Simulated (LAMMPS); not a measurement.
**Run report: SiO2, geometry relaxation**

SiO2 (6 atoms in the cell), computed with classical potential SiO.tersoff (style tersoff) (LAMMPS 22 Jul 2025 update 4).

The structure derives from an entry of the Crystallography Open Database. The geometry comes from this level: r2SCAN.

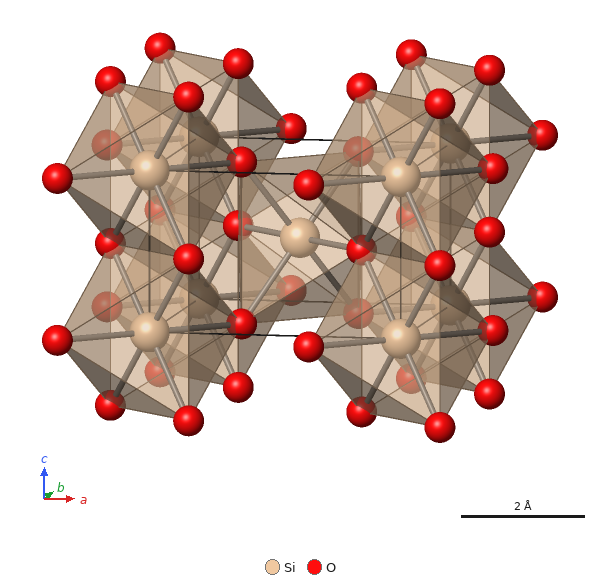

The starting structure (polyhedral view of the cell of the calculation, seen slightly off an axis; polyhedra are completed across the faces of the cell).

### Input
```
units metal
boundary p p p
atom_style atomic
read_data data.lmp
pair_style tersoff
pair_coeff * * SiO.tersoff Si O
thermo_style custom step pe press pxx pyy pzz pyz pxz pxy vol fmax
thermo_modify format float %.8f
dump 1 all custom 10 dump.lmp id type x y z fx fy fz
dump_modify 1 sort id format float %.8f
thermo 10
fix 1 all box/relax tri 0.0 vmax 0.001
min_style cg
minimize 0.0 1.0e-6 400 4000
minimize 0.0 1.0e-6 400 4000
unfix 1
undump 1
write_dump all custom end.lmp id type x y z modify sort id format float %.8f
run 0
```

### File data.lmp
```
crystal

6 atoms
2 atom types

0.0 4.18518948 xlo xhi
0.0 4.18518948 ylo yhi
0.0 2.66883957 zlo zhi
-0.00000000 0.00000000 0.00000000 xy xz yz

Masses

1 28.0850
2 15.9990

Atoms

1 1 0.00000000 4.18518948 0.00000000
2 1 2.09259474 2.09259474 1.33441979
3 2 1.28109084 1.28109084 0.00000000
4 2 0.81150390 3.37368558 1.33441979
5 2 2.90409864 2.90409864 0.00000000
6 2 3.37368558 0.81150390 1.33441979
```

Hardware: 1 thread of Arm Neoverse V1, 24 GiB of memory available, shared host.

Run as:
```bash
lmp -in in.lmp -log none -nocite
```

### Log
```
using 1 OpenMP thread(s) per MPI task
Reading data file ...
  triclinic box = (0 0 0) to (4.1851895 4.1851895 2.6688396) with tilt (-0 0 0)
  1 by 1 by 1 MPI processor grid
  reading atoms ...
  6 atoms
  read_data CPU = 0.001 seconds
Neighbor list info ...
  max neighbors/atom: 2000, page size: 100000
  master list distance cutoff = 4.8
  ghost atom cutoff = 4.8
  binsize = 2.4, bins = 2 2 2
  1 neighbor lists, perpetual/occasional/extra = 1 0 0
  (1) pair tersoff, perpetual
      attributes: full, newton on
      pair build: full/bin/atomonly
      stencil: full/bin/3d
      bin: standard
Setting up cg style minimization ...
  Unit style    : metal
  Current step  : 0
WARNING: Energy due to 6 extra global DOFs will be included in minimizer energies
 (src/src/min.cpp:222)
Per MPI rank memory allocation (min/avg/max) = 4.083 | 4.083 | 4.083 Mbytes
   Step         PotEng         Press           Pxx            Pyy            Pzz            Pyz            Pxz            Pxy           Volume          Fmax
         0  -36.17832920 624596.05835061 -245796.53330057 -245796.53330057 2365381.24165298 0.00000000 -0.00000000 -0.00000000 46.74688945 1.17938563
        10  -36.86072822 534342.67508005 -281541.50376996 -281541.50376996 2166111.03278007 0.00000000 -0.00000000 -0.00000000 47.10529186 0.83479582
        20  -37.47299735 406475.87908008 -310472.35956742 -310472.35956742 1840372.35637509 0.00000000 0.00000000 0.00000000 47.43052530 0.51933950
        30  -37.98193275 241272.07869338 -329851.34064465 -329851.34064465 1383518.91736943 -0.00000000 -0.00000000 0.00000000 47.70203482 0.23981744
        40  -38.36436618 49765.84631344 -335487.33183853 -335487.33183853 820272.20261737 0.00000000 0.00000000 -0.00000000 47.86334056 0.00309485
        50  -38.64592571 -122575.19712175 -312885.66552005 -312885.66552005 258045.73967485 0.00000000 0.00000000 0.00000000 47.64714654 0.23498496
        60  -38.87289768 -103703.55482285 -265070.64193832 -265070.64193831 219030.61940807 -0.00000000 -0.00000000 0.00000000 47.02636210 0.46034226
        70  -39.06190477 -81740.58882624 -212070.29844527 -212070.29844527 178918.83041183 -0.00000000 -0.00000000 -0.00000000 46.39892421 0.69174363
        80  -39.21430385 -57357.80635890 -154532.92416186 -154532.92416186 136992.42924701 0.00000000 0.00000000 0.00000000 45.77262654 0.92195307
        90  -39.33624277 -32132.18193590 -94514.31589553 -94514.31589553 92632.08598334 0.00000000 0.00000000 0.00000000 45.15981337 1.12901320
       100  -39.45184413 -10535.08716950 -39415.11816788 -39415.11816788 47224.97482727 -0.00000000 0.00000000 -0.00000000 44.58656335 1.23142767
       110  -39.60643524 -2727.32478058 -14202.64173768 -14202.64173768 20223.30913363 0.00000000 0.00000000 -0.00000000 44.14159184 0.98512625
       120  -39.70799438 -7354.63529650 -15592.54465808 -15592.54465808 9121.18342668 -0.00000000 -0.00000000 0.00000000 43.95314231 0.61791406
       130  -39.71436083 116.72882237 222.15286140 222.15286140 -94.11925569 0.00000000 0.00000000 0.00009289 44.30203950 0.00217286
       136  -39.71436085 -0.00754470 -0.00667175 -0.00667175 -0.00929061 -0.00000000 -0.00000000 -0.00211024 44.30168418 0.00000030
Loop time of 0.00384372 on 1 procs for 136 steps with 6 atoms

100.0% CPU use with 1 MPI tasks x 1 OpenMP threads

Minimization stats:
  Stopping criterion = force tolerance
  Energy initial, next-to-last, final =
     -36.1783292030581  -39.7143608528864  -39.7143608529388
  Force two-norm initial, final = 69.835971 8.7167163e-07
  Force max component initial, final = 69.015003 2.9836393e-07
  Final line search alpha, max atom move = 1 2.9836393e-07
  Iterations, force evaluations = 136 153

MPI task timing breakdown:
Section |  min time  |  avg time  |  max time  |%varavg| %total
---------------------------------------------------------------
Pair    | 0.0023533  | 0.0023533  | 0.0023533  |   0.0 | 61.22
Neigh   | 0          | 0          | 0          |   0.0 |  0.00
Comm    | 0.00015115 | 0.00015115 | 0.00015115 |   0.0 |  3.93
Output  | 0.00039067 | 0.00039067 | 0.00039067 |   0.0 | 10.16
Modify  | 0          | 0          | 0          |   0.0 |  0.00
Other   |            | 0.0009486  |            |       | 24.68

Nlocal:              6 ave           6 max           6 min
Histogram: 1 0 0 0 0 0 0 0 0 0
Nghost:            265 ave         265 max         265 min
Histogram: 1 0 0 0 0 0 0 0 0 0
Neighs:              0 ave           0 max           0 min
Histogram: 1 0 0 0 0 0 0 0 0 0
FullNghs:          340 ave         340 max         340 min
Histogram: 1 0 0 0 0 0 0 0 0 0

Total # of neighbors = 340
Ave neighs/atom = 56.666667
Neighbor list builds = 0
Dangerous builds = 0
Setting up cg style minimization ...
  Unit style    : metal
  Current step  : 136
WARNING: Energy due to 6 extra global DOFs will be included in minimizer energies
 (src/src/min.cpp:222)
Per MPI rank memory allocation (min/avg/max) = 5.334 | 5.334 | 5.334 Mbytes
   Step         PotEng         Press           Pxx            Pyy            Pzz            Pyz            Pxz            Pxy           Volume          Fmax
       136  -39.71436085 -0.00754468 -0.00667172 -0.00667172 -0.00929060 -0.00000000 0.00000000 -0.00211025 44.30168418 0.00000030
       138  -39.71436085 0.00444329 0.00191753 0.00191753 0.00949482 0.00000000 -0.00000000 0.01699081 44.30168389 0.00000023
Loop time of 0.000141696 on 1 procs for 2 steps with 6 atoms

27.5% CPU use with 1 MPI tasks x 1 OpenMP threads

Minimization stats:
  Stopping criterion = force tolerance
  Energy initial, next-to-last, final =
     -39.7143608529388  -39.7143608529387  -39.7143608529387
  Force two-norm initial, final = 8.7176993e-07 7.3483728e-07
  Force max component initial, final = 2.9836427e-07 4.6981194e-07
  Final line search alpha, max atom move = 1 4.6981194e-07
  Iterations, force evaluations = 2 4

MPI task timing breakdown:
Section |  min time  |  avg time  |  max time  |%varavg| %total
---------------------------------------------------------------
Pair    | 7.9859e-05 | 7.9859e-05 | 7.9859e-05 |   0.0 | 56.36
Neigh   | 0          | 0          | 0          |   0.0 |  0.00
Comm    | 6.399e-06  | 6.399e-06  | 6.399e-06  |   0.0 |  4.52
Output  | 0          | 0          | 0          |   0.0 |  0.00
Modify  | 0          | 0          | 0          |   0.0 |  0.00
Other   |            | 5.544e-05  |            |       | 39.12

Nlocal:              6 ave           6 max           6 min
Histogram: 1 0 0 0 0 0 0 0 0 0
Nghost:            335 ave         335 max         335 min
Histogram: 1 0 0 0 0 0 0 0 0 0
Neighs:              0 ave           0 max           0 min
Histogram: 1 0 0 0 0 0 0 0 0 0
FullNghs:          340 ave         340 max         340 min
Histogram: 1 0 0 0 0 0 0 0 0 0

Total # of neighbors = 340
Ave neighs/atom = 56.666667
Neighbor list builds = 0
Dangerous builds = 0
WARNING: No fixes with time integration, atoms won't move
Setting up Verlet run ...
  Unit style    : metal
  Current step  : 138
  Time step     : 0.001
Per MPI rank memory allocation (min/avg/max) = 2.959 | 2.959 | 2.959 Mbytes
   Step         PotEng         Press           Pxx            Pyy            Pzz            Pyz            Pxz            Pxy           Volume          Fmax
       138  -39.71436085 0.00444329 0.00191752 0.00191752 0.00949482 0.00000000 -0.00000000 0.01699080 44.30168389 0.00000023
Loop time of 1.342e-06 on 1 procs for 0 steps with 6 atoms

149.0% CPU use with 1 MPI tasks x 1 OpenMP threads

MPI task timing breakdown:
Section |  min time  |  avg time  |  max time  |%varavg| %total
---------------------------------------------------------------
Pair    | 0          | 0          | 0          |   0.0 |  0.00
Neigh   | 0          | 0          | 0          |   0.0 |  0.00
Comm    | 0          | 0          | 0          |   0.0 |  0.00
Output  | 0          | 0          | 0          |   0.0 |  0.00
Modify  | 0          | 0          | 0          |   0.0 |  0.00
Other   |            | 1.342e-06  |            |       |100.00

Nlocal:              6 ave           6 max           6 min
Histogram: 1 0 0 0 0 0 0 0 0 0
Nghost:            335 ave         335 max         335 min
Histogram: 1 0 0 0 0 0 0 0 0 0
Neighs:              0 ave           0 max           0 min
Histogram: 1 0 0 0 0 0 0 0 0 0
FullNghs:          340 ave         340 max         340 min
Histogram: 1 0 0 0 0 0 0 0 0 0

Total # of neighbors = 340
Ave neighs/atom = 56.666667
Neighbor list builds = 0
Dangerous builds = 0
```

### Trajectory as extended XYZ (Å, eV, eV/Å), 16 frames, from step=0 to step=138
```
6
Lattice="4.1852 0.0000 0.0000 0.0000 4.1852 0.0000 0.0000 0.0000 2.6688" Properties=species:S:1:pos:R:3:forces:R:3 step=0 energy=-36.17833 pressure_GPa=62.46
Si    0.0000    0.0000    0.0000    0.0000   0.0000   0.0000
Si    2.0926    2.0926    1.3344    0.0000   0.0000   0.0000
O     1.2811    1.2811    0.0000   -1.1794  -1.1794   0.0000
O     0.8115    3.3737    1.3344    1.1794  -1.1794   0.0000
O     2.9041    2.9041    0.0000    1.1794   1.1794   0.0000
O     3.3737    0.8115    1.3344   -1.1794   1.1794   0.0000
6
Lattice="4.1804 0.0000 0.0000 0.0000 4.1804 0.0000 0.0000 0.0000 2.6955" Properties=species:S:1:pos:R:3:forces:R:3 step=10 energy=-36.86073 pressure_GPa=53.43
Si    0.0024    0.0024   -0.0133    0.0000   0.0000   0.0000
Si    2.0926    2.0926    1.3344    0.0000   0.0000   0.0000
O     1.2819    1.2819   -0.0133   -0.8348  -0.8348   0.0000
O     0.8131    3.3721    1.3344    0.8348  -0.8348   0.0000
O     2.9033    2.9033   -0.0133    0.8348   0.8348   0.0000
O     3.3721    0.8131    1.3344   -0.8348   0.8348   0.0000
6
Lattice="4.1741 0.0000 0.0000 0.0000 4.1741 0.0000 0.0000 0.0000 2.7222" Properties=species:S:1:pos:R:3:forces:R:3 step=20 energy=-37.47300 pressure_GPa=40.65
Si    0.0055    0.0055   -0.0267    0.0000   0.0000   0.0000
Si    2.0926    2.0926    1.3344    0.0000   0.0000   0.0000
O     1.2830    1.2830   -0.0267   -0.5193  -0.5193   0.0000
O     0.8152    3.3700    1.3344    0.5193  -0.5193   0.0000
O     2.9022    2.9022   -0.0267    0.5193   0.5193   0.0000
O     3.3700    0.8152    1.3344   -0.5193   0.5193   0.0000
6
Lattice="4.1657 0.0000 0.0000 0.0000 4.1657 0.0000 0.0000 0.0000 2.7489" Properties=species:S:1:pos:R:3:forces:R:3 step=30 energy=-37.98193 pressure_GPa=24.13
Si    0.0097    0.0097   -0.0400    0.0000   0.0000   0.0000
Si    2.0926    2.0926    1.3344    0.0000   0.0000   0.0000
O     1.2845    1.2845   -0.0400   -0.2398  -0.2398   0.0000
O     0.8178    3.3674    1.3344    0.2398  -0.2398   0.0000
O     2.9007    2.9007   -0.0400    0.2398   0.2398   0.0000
O     3.3674    0.8178    1.3344   -0.2398   0.2398   0.0000
6
Lattice="4.1526 0.0000 0.0000 0.0000 4.1526 0.0000 0.0000 0.0000 2.7756" Properties=species:S:1:pos:R:3:forces:R:3 step=40 energy=-38.36437 pressure_GPa=4.98
Si    0.0163    0.0163   -0.0534    0.0000   0.0000   0.0000
Si    2.0926    2.0926    1.3344    0.0000   0.0000   0.0000
O     1.2870    1.2870   -0.0534    0.0031   0.0031   0.0000
O     0.8219    3.3633    1.3344   -0.0031   0.0031   0.0000
O     2.8982    2.8982   -0.0534   -0.0031  -0.0031   0.0000
O     3.3633    0.8219    1.3344    0.0031  -0.0031   0.0000
6
Lattice="4.1239 0.0000 0.0000 0.0000 4.1239 0.0000 0.0000 0.0000 2.8017" Properties=species:S:1:pos:R:3:forces:R:3 step=50 energy=-38.64593 pressure_GPa=-12.26
Si    0.0306    0.0306   -0.0664    0.0000   0.0000   0.0000
Si    2.0926    2.0926    1.3344    0.0000   0.0000   0.0000
O     1.2927    1.2927   -0.0664    0.2350   0.2350   0.0000
O     0.8306    3.3546    1.3344   -0.2350   0.2350   0.0000
O     2.8925    2.8925   -0.0664   -0.2350  -0.2350   0.0000
O     3.3546    0.8306    1.3344    0.2350  -0.2350   0.0000
6
Lattice="4.0821 0.0000 0.0000 0.0000 4.0821 0.0000 0.0000 0.0000 2.8222" Properties=species:S:1:pos:R:3:forces:R:3 step=60 energy=-38.87290 pressure_GPa=-10.37
Si    0.0516    0.0516   -0.0767    0.0000   0.0000   0.0000
Si    2.0926    2.0926    1.3344    0.0000   0.0000   0.0000
O     1.3012    1.3012   -0.0767    0.4603   0.4603   0.0000
O     0.8430    3.3422    1.3344   -0.4603   0.4603   0.0000
O     2.8840    2.8840   -0.0767   -0.4603  -0.4603   0.0000
O     3.3422    0.8430    1.3344    0.4603  -0.4603   0.0000
6
Lattice="4.0402 0.0000 0.0000 0.0000 4.0402 0.0000 0.0000 0.0000 2.8425" Properties=species:S:1:pos:R:3:forces:R:3 step=70 energy=-39.06190 pressure_GPa=-8.17
Si    0.0725    0.0725   -0.0868    0.0000   0.0000   0.0000
Si    2.0926    2.0926    1.3344    0.0000   0.0000   0.0000
O     1.3101    1.3101   -0.0868    0.6917   0.6917   0.0000
O     0.8550    3.3302    1.3344   -0.6917   0.6917   0.0000
O     2.8751    2.8751   -0.0868   -0.6917  -0.6917   0.0000
O     3.3302    0.8550    1.3344    0.6917  -0.6917   0.0000
6
Lattice="3.9984 0.0000 0.0000 0.0000 3.9984 0.0000 0.0000 0.0000 2.8631" Properties=species:S:1:pos:R:3:forces:R:3 step=80 energy=-39.21430 pressure_GPa=-5.74
Si    0.0934    0.0934   -0.0972    0.0000   0.0000   0.0000
Si    2.0926    2.0926    1.3344    0.0000   0.0000   0.0000
O     1.3196    1.3196   -0.0972    0.9220   0.9220   0.0000
O     0.8664    3.3188    1.3344   -0.9220   0.9220   0.0000
O     2.8656    2.8656   -0.0972   -0.9220  -0.9220   0.0000
O     3.3188    0.8664    1.3344    0.9220  -0.9220   0.0000
6
Lattice="3.9565 0.0000 0.0000 0.0000 3.9565 0.0000 0.0000 0.0000 2.8849" Properties=species:S:1:pos:R:3:forces:R:3 step=90 energy=-39.33624 pressure_GPa=-3.21
Si    0.1143    0.1143   -0.1080    0.0000   0.0000   0.0000
Si    2.0926    2.0926    1.3344    0.0000   0.0000   0.0000
O     1.3305    1.3305   -0.1080    1.1290   1.1290   0.0000
O     0.8765    3.3087    1.3344   -1.1290   1.1290   0.0000
O     2.8547    2.8547   -0.1080   -1.1290  -1.1290   0.0000
O     3.3087    0.8765    1.3344    1.1290  -1.1290   0.0000
6
Lattice="3.9147 0.0000 0.0000 0.0000 3.9147 0.0000 0.0000 0.0000 2.9095" Properties=species:S:1:pos:R:3:forces:R:3 step=100 energy=-39.45184 pressure_GPa=-1.05
Si    0.1353    0.1353   -0.1203    0.0000   0.0000   0.0000
Si    2.0926    2.0926    1.3344    0.0000   0.0000   0.0000
O     1.3447    1.3447   -0.1203    1.2314   1.2314   0.0000
O     0.8832    3.3020    1.3344   -1.2314   1.2314   0.0000
O     2.8405    2.8405   -0.1203   -1.2314  -1.2314   0.0000
O     3.3020    0.8832    1.3344    1.2314  -1.2314   0.0000
6
Lattice="3.8773 0.0000 0.0000 0.0000 3.8773 0.0000 0.0000 0.0000 2.9362" Properties=species:S:1:pos:R:3:forces:R:3 step=110 energy=-39.60644 pressure_GPa=-0.27
Si    0.1539    0.1539   -0.1337    0.0000   0.0000   0.0000
Si    2.0926    2.0926    1.3344    0.0000   0.0000   0.0000
O     1.3666    1.3666   -0.1337    0.9851   0.9851   0.0000
O     0.8799    3.3052    1.3344   -0.9851   0.9851   0.0000
O     2.8186    2.8186   -0.1337   -0.9851  -0.9851   0.0000
O     3.3052    0.8799    1.3344    0.9851  -0.9851   0.0000
6
Lattice="3.8560 0.0000 0.0000 0.0000 3.8560 0.0000 0.0000 0.0000 2.9560" Properties=species:S:1:pos:R:3:forces:R:3 step=120 energy=-39.70799 pressure_GPa=-0.74
Si    0.1646    0.1646   -0.1436    0.0000   0.0000   0.0000
Si    2.0926    2.0926    1.3344    0.0000   0.0000   0.0000
O     1.3852    1.3852   -0.1436    0.6179   0.6179   0.0000
O     0.8720    3.3132    1.3344   -0.6179   0.6179   0.0000
O     2.8000    2.8000   -0.1436   -0.6179  -0.6179   0.0000
O     3.3132    0.8720    1.3344    0.6179  -0.6179   0.0000
6
Lattice="3.8688 0.0000 0.0000 0.0000 3.8688 0.0000 0.0000 0.0000 2.9598" Properties=species:S:1:pos:R:3:forces:R:3 step=130 energy=-39.71436 pressure_GPa=0.01
Si    0.1582    0.1582   -0.1455    0.0000   0.0000   0.0000
Si    2.0926    2.0926    1.3344    0.0000   0.0000   0.0000
O     1.3858    1.3858   -0.1455   -0.0022  -0.0022   0.0000
O     0.8650    3.3202    1.3344    0.0022  -0.0022   0.0000
O     2.7994    2.7994   -0.1455    0.0022   0.0022   0.0000
O     3.3202    0.8650    1.3344   -0.0022   0.0022   0.0000
6
Lattice="3.8688 0.0000 0.0000 0.0000 3.8688 0.0000 0.0000 0.0000 2.9598" Properties=species:S:1:pos:R:3:forces:R:3 step=136 energy=-39.71436 pressure_GPa=-0.00
Si    0.1582    0.1582   -0.1455    0.0000   0.0000   0.0000
Si    2.0926    2.0926    1.3344    0.0000   0.0000   0.0000
O     1.3858    1.3858   -0.1455    0.0000   0.0000   0.0000
O     0.8650    3.3202    1.3344    0.0000   0.0000   0.0000
O     2.7994    2.7994   -0.1455    0.0000   0.0000   0.0000
O     3.3202    0.8650    1.3344    0.0000   0.0000   0.0000
6
Lattice="3.8688 0.0000 0.0000 0.0000 3.8688 0.0000 0.0000 0.0000 2.9598" Properties=species:S:1:pos:R:3:forces:R:3 step=138 energy=-39.71436 pressure_GPa=0.00
Si    0.1582    0.1582   -0.1455    0.0000   0.0000   0.0000
Si    2.0926    2.0926    1.3344    0.0000   0.0000   0.0000
O     1.3858    1.3858   -0.1455    0.0000   0.0000   0.0000
O     0.8650    3.3202    1.3344    0.0000   0.0000   0.0000
O     2.7994    2.7994   -0.1455    0.0000   0.0000   0.0000
O     3.3202    0.8650    1.3344    0.0000   0.0000   0.0000
```

### Key numbers

| quantity | value |
| --- | --- |
| outcome | converged |
| space group (tolerance 0.01 Å) | P4₂/mnm (136) |
| potential energy | −39.7144 eV |
| pressure | 0.00 GPa |
| final volume | 44.30 Å³ |
| final cell | a = 3.869 Å, b = 3.869 Å, c = 2.960 Å, α = 90.00°, β = 90.00°, γ = 90.00° |
| peak memory | 0.03 GiB |
